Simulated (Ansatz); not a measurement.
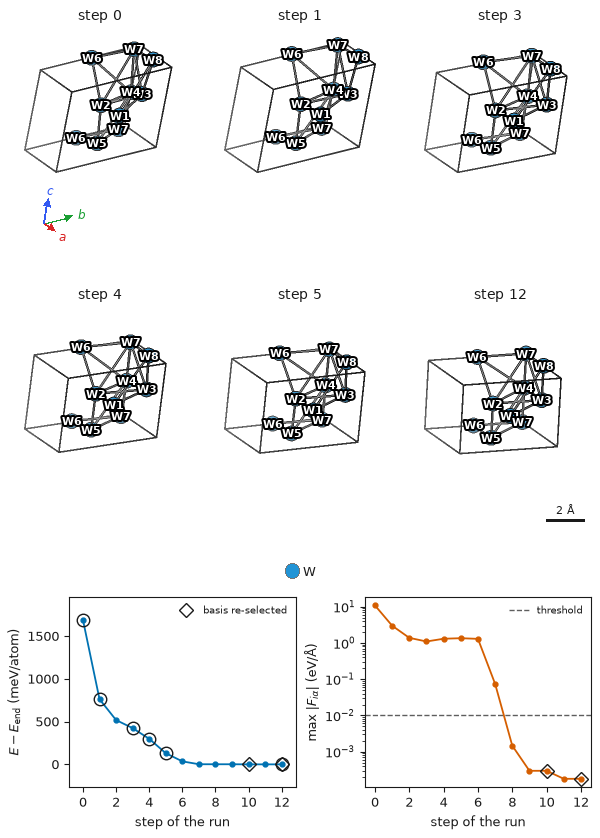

Frames of a relaxation of solid W (set up in P1), marked on the history of the run. A ball-and-stick model of the cell of the calculation, reduced to other axes, seen slightly off an axis. Lengths and directions refer to the drawn axes.

Case: all atoms moved at random, sigma 0.25 Å for each component; relaxed back.

Method: DFT PBE, scalar-relativistic, plane waves, PAW in Ansatz. (plane-wave cutoff 420 eV; k-point mesh 8 × 8 × 8; occupations gaussian; smearing width 0.15 eV; no spin polarisation; cell and atoms relaxed; force threshold 0.01 eV/Å; at most 80 steps)

Describe the path.

Over 10 accepted moves (12 points after the start) the energy falls by 1690 meV per atom. Largest force component: 11 eV/Å at the start, 0.00018 eV/Å at the end. The pressure goes from 49.65 to 0.00 GPa. The SCF was repeated twice at an unchanged geometry on a basis and grid sized afresh for the cell, which shifted the energy by 1.2 meV per atom at most. The atom that moves furthest relative to the cell is W1 (0.46 Å along [1 −1 0]). Cell: a 5.709 → 6.366 Å (+11.5 %), b = c 5.709 → 5.513 Å (−3.4 %), α 60.0° → 70.5°, β 60.0° → 54.7°, γ 60.0° → 54.7°. Volume −2.0 %. Among the contacts that change: W4–W5 4.842 → 3.183 Å, W2–W7 4.634 → 3.183 Å, W1–W8 4.615 → 3.183 Å, W3–W6 4.171 → 3.183 Å. New bonds form: W3–W6 (4.17 → 3.18 Å). The space group (tolerance 0.01 Å) goes from P1 (No. 1) to Im-3m (No. 229). Cost: 7.1 min on 2 threads of AMD EPYC 9R45 96-Core Processor (Zen 5) (shared host), peak memory 1.7 GiB. From step 0 to 1: W3 moves most (0.20 Å), volume +8.5 %, energy −928 meV per atom. From step 1 to 3: W3 moves most (0.28 Å), volume −9.4 %, energy −339 meV per atom. From step 3 to 4: W5 moves most (0.05 Å), volume +0.2 %, energy −125 meV per atom. From step 4 to 5: W5 moves most (0.08 Å), volume −0.6 %, energy −168 meV per atom. From step 5 to 12: W8 moves most (0.14 Å), energy −131 meV per atom.
